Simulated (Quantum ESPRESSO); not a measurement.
## KF (Carobbiite): how pressure shifts the optical phonon

By how much does an optical zone-centre mode of KF (Carobbiite) shift under hydrostatic pressure?

Calculated with Quantum ESPRESSO 7.5; DFT PBE, scalar-relativistic, plane waves, PseudoDojo norm-conserving pseudopotentials.

**1. The relaxed structure**

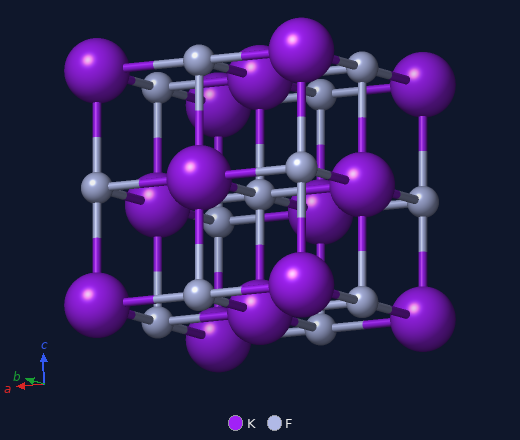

The starting structure, seen from a free direction (potassium purple, fluorine light blue). This picture shows the conventional cell, with its axes. Some periodic images of atoms are drawn too.

As a file:

```
K F
1.0
    -2.70801    0.00000    2.70801
     0.00000    2.70801    2.70801
    -2.70801    2.70801    0.00000
K F
1 1
Direct
  0.00000 0.00000 0.00000
  0.50000 0.50000 0.50000
```

This is the cell after its relaxation at this level of theory, not the database cell from which that began.

**2. Runs at several volumes**

The relaxed cell is scaled uniformly; in this structure symmetry fixes all atoms, so nothing has to be relaxed anew. Each volume gets a ground state and a response at Γ. The mode followed is the highest one without the macroscopic field, of symmetry T1u; longitudinal polar modes lie higher. Cutoff 92 Ry, k mesh 8×8×8.

From the response at V/V₀ = 0.97:

What it wrote:

```text
[banners, grids, parts of the stress and lines that vanish by symmetry left out]
Program PHONON v.7.5
     Reading xml data from directory:

[...]
Exchange-correlation= PBE
                           (   1   4   3   4   0   0   0)
[...]
kinetic-energy cut-off    =      92.0000  Ry
     charge density cut-off    =     368.0000  Ry
     convergence threshold     =      1.0E-18
[...]
Exchange-correlation= PBE
                           (   1   4   3   4   0   0   0)
[...]
q = (   0.0000000   0.0000000   0.0000000 )
     49 Sym.Ops. (with q -> -q+G )
     G cutoff =  478.4054  (  30923 G-vectors)     FFT grid: ( 45, 45, 45)
     number of k points=    29
[...]
Mode symmetry, O_h (m-3m)  point group:
[...]
Dielectric constant
[...]
End of electric fields calculation
          Dielectric constant in cartesian axis
          (       1.974353811       0.000000000       0.000000000 )
          (       0.000000000       1.974353811      -0.000000000 )
          (       0.000000000      -0.000000000       1.974353811 )
          Effective charges (d Force / dE) in cartesian axis without acoustic sum rule applied (asr)
           atom    1  K     Mean Z*:        1.13677
      Ex  (        1.13677        0.00000        0.00000 )
      Ey  (        0.00000        1.13677       -0.00000 )
      Ez  (        0.00000       -0.00000        1.13677 )
           atom    2  F     Mean Z*:       -1.13683
      Ex  (       -1.13683       -0.00000       -0.00000 )
      Ey  (       -0.00000       -1.13683        0.00000 )
      Ez  (       -0.00000        0.00000       -1.13683 )
          Effective charges Sum: Mean:       -0.00007
[...]
Effective charges (d Force / dE) in cartesian axis with asr applied:
           atom    1  K     Mean Z*:        1.13680
[...]
atom    2  F     Mean Z*:       -1.13680
[...]
Representation #   1 modes #   1   2   3
[...]
End of self-consistent calculation
     Convergence has been achieved
     Representation #   2 modes #   4   5   6
[...]
End of self-consistent calculation
     Convergence has been achieved
[...]
Dielectric constant in cartesian axis
          (       1.974353811       0.000000000       0.000000000 )
          (       0.000000000       1.974353811      -0.000000000 )
          (       0.000000000      -0.000000000       1.974353811 )
          Effective charges (d Force / dE) in cartesian axis without acoustic sum rule applied (asr)
           atom    1  K     Mean Z*:        1.13677
      Ex  (        1.13677        0.00000        0.00000 )
      Ey  (        0.00000        1.13677       -0.00000 )
      Ez  (        0.00000       -0.00000        1.13677 )
           atom    2  F     Mean Z*:       -1.13683
      Ex  (       -1.13683       -0.00000       -0.00000 )
      Ey  (       -0.00000       -1.13683        0.00000 )
      Ez  (       -0.00000        0.00000       -1.13683 )
          Effective charges Sum: Mean:       -0.00007
[...]
Effective charges (d Force / dE) in cartesian axis with asr applied:
           atom    1  K     Mean Z*:        1.13680
[...]
atom    2  F     Mean Z*:       -1.13680
[...]
q = (    0.000000000   0.000000000   0.000000000 )
[...]
freq (    1) =       0.033160 [THz] =       1.106108 [cm-1]
     freq (    2) =       0.033160 [THz] =       1.106108 [cm-1]
     freq (    3) =       0.033160 [THz] =       1.106108 [cm-1]
     freq (    4) =       5.351101 [THz] =     178.493505 [cm-1]
     freq (    5) =       5.351101 [THz] =     178.493505 [cm-1]
     freq (    6) =       5.351101 [THz] =     178.493505 [cm-1]
[...]
Mode symmetry, O_h (m-3m)  point group:
     freq (   1-   3) =          1.1  [cm-1]   --> T_1u G_15  G_4- I
     freq (   4-   6) =        178.5  [cm-1]   --> T_1u G_15  G_4- I

   JOB DONE.
```

One volume, V/V₀ = 1, is held back as a test.

| V/V₀ | volume (Å³/atom) | pressure (GPa) | ω (cm⁻¹) |
| --- | --- | --- | --- |
| 0.97 | 19.263 | 0.95 | 178.49 |
| 1 | 19.859 | 0.00 | held back |
| 1.03 | 20.454 | -0.80 | 151.77 |

**3. The fit**

The mode Grüneisen parameter is γ = −d ln ω / d ln V.

| ln(V/V₀) | ln ω |
| --- | --- |
| -0.0305 | 5.1845 |
| 0.0296 | 5.0224 |

A straight line through these points has the slope -2.702, so γ = 2.70; at V/V₀ = 1 it predicts ω = exp(5.1022 + 0.0000) = 164.39 cm⁻¹.

A parabola of pressure against ln V through V/V₀ = 0.97, 1 and 1.03 gives the bulk modulus B = −dP/d ln V = 29.1 GPa at V₀. With ω₀ from the fitted line the pressure coefficient follows as dω/dP = γ ω₀ / B = 2.70 × 164.4 / 29.1 = 15.2 cm⁻¹/GPa.

**4. The run that was held back**

What it wrote:

```text
[banners, grids, parts of the stress and lines that vanish by symmetry left out]
[banner, memory and clock lines left out]
Program PHONON v.7.5

[...]
Exchange-correlation= PBE
                           (   1   4   3   4   0   0   0)
[...]
(   8 q-points):
[...]
kinetic-energy cut-off    =      92.0000  Ry
     charge density cut-off    =     368.0000  Ry
     convergence threshold     =      1.0E-18
[...]
Exchange-correlation= PBE
                           (   1   4   3   4   0   0   0)
[...]
q = (   0.0000000   0.0000000   0.0000000 )
     49 Sym.Ops. (with q -> -q+G )
     G cutoff =  488.2192  (  31951 G-vectors)     FFT grid: ( 45, 45, 45)
     number of k points=    29
[...]
Mode symmetry, O_h (m-3m)  point group:
[...]
Dielectric constant
[...]
End of electric fields calculation
          Dielectric constant in cartesian axis
          (       1.954830027       0.000000000      -0.000000000 )
          (       0.000000000       1.954830027       0.000000000 )
          (      -0.000000000      -0.000000000       1.954830027 )
          Effective charges (d Force / dE) in cartesian axis without acoustic sum rule applied (asr)
           atom    1  K     Mean Z*:        1.13352
      Ex  (        1.13352        0.00000       -0.00000 )
      Ey  (        0.00000        1.13352       -0.00000 )
      Ez  (       -0.00000       -0.00000        1.13352 )
           atom    2  F     Mean Z*:       -1.13358
      Ex  (       -1.13358       -0.00000        0.00000 )
      Ey  (       -0.00000       -1.13358       -0.00000 )
[...]
Convergence has been achieved
[...]
Convergence has been achieved
[...]
Convergence has been achieved
[...]
q = (    0.000000000  -0.707106781   0.000000000 )
[...]
freq (    5) =       5.171964 [THz] =     172.518158 [cm-1]
     freq (    6) =       5.778979 [THz] =     192.765993 [cm-1]
[...]
Mode symmetry, D_4h(4/mmm) point group:
     freq (   1-   2) =         91.0  [cm-1]   --> E_u  X_5' M_5'
     freq (   3-   3) =        163.0  [cm-1]   --> A_2u X_4' M_4'
     freq (   4-   5) =        172.5  [cm-1]   --> E_u  X_5' M_5'
     freq (   6-   6) =        192.8  [cm-1]   --> A_2u X_4' M_4'
[...]
Mode symmetry, D_2d (-42m) point group:
[...]
Representation #   1 mode #   1
[...]
Convergence has been achieved
     Representation #   2 mode #   2
[...]
Convergence has been achieved
     Representation #   3 modes #   3   4
[...]
End of self-consistent calculation
     Convergence has been achieved
     Representation #   4 modes #   5   6
[...]
End of self-consistent calculation
     Convergence has been achieved
[...]
q = (   -0.353553391  -0.707106781   0.000000000 )
[...]
freq (    1) =       3.811198 [THz] =     127.127896 [cm-1]
     freq (    2) =       4.058528 [THz] =     135.377925 [cm-1]
     freq (    3) =       4.058528 [THz] =     135.377925 [cm-1]
     freq (    4) =       5.410049 [THz] =     180.459801 [cm-1]
     freq (    5) =       5.422781 [THz] =     180.884501 [cm-1]
     freq (    6) =       5.422781 [THz] =     180.884501 [cm-1]
[...]
Mode symmetry, D_2d (-42m) point group:
     freq (   1-   1) =        127.1  [cm-1]   --> B_2  X_3  W_2
     freq (   2-   3) =        135.4  [cm-1]   --> E    X_5  W_3
     freq (   4-   4) =        180.5  [cm-1]   --> A_1  X_1  W_1
     freq (   5-   6) =        180.9  [cm-1]   --> E    X_5  W_3
```

It gives 164.87 cm⁻¹ against the predicted 164.39 cm⁻¹, a miss of 0.5 cm⁻¹.

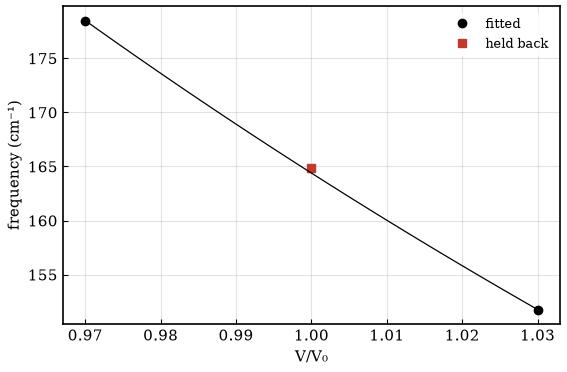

Frequency against volume, with the power-law fit.

**5. Outcome**

- mode Grüneisen parameter: 2.702
- bulk modulus: 29.1 GPa
- pressure coefficient: 15.2 cm⁻¹/GPa

What this shows: The highest optical mode of KF (Carobbiite) without the LO-TO term stiffens by 15.2 cm⁻¹ a GPa near the relaxed volume, with γ = 2.70. The power law meets all 3 runs within 0.30 %; between neighbouring volumes γ runs from 2.61 to 2.80. Such a coefficient turns a measured shift of this mode into a hydrostatic stress; uniaxial or biaxial stress splits the mode and needs deformation potentials. These are harmonic values at zero temperature for the structure held cubic, which a run at Γ can't show to be stable; the bulk modulus rests on three points.

[Host names and launcher messages were left out of these logs when they were recorded.]

[Logs are printed without paths, hosts, clocks, repeated set-up lines and the standing remarks that a program may print on its own settings, such as how far it seeks lower states.]

[Hosts, paths, dates, database ids (printed as entryN), source tags and the programs' standing remarks are cut or masked in the printed files.]
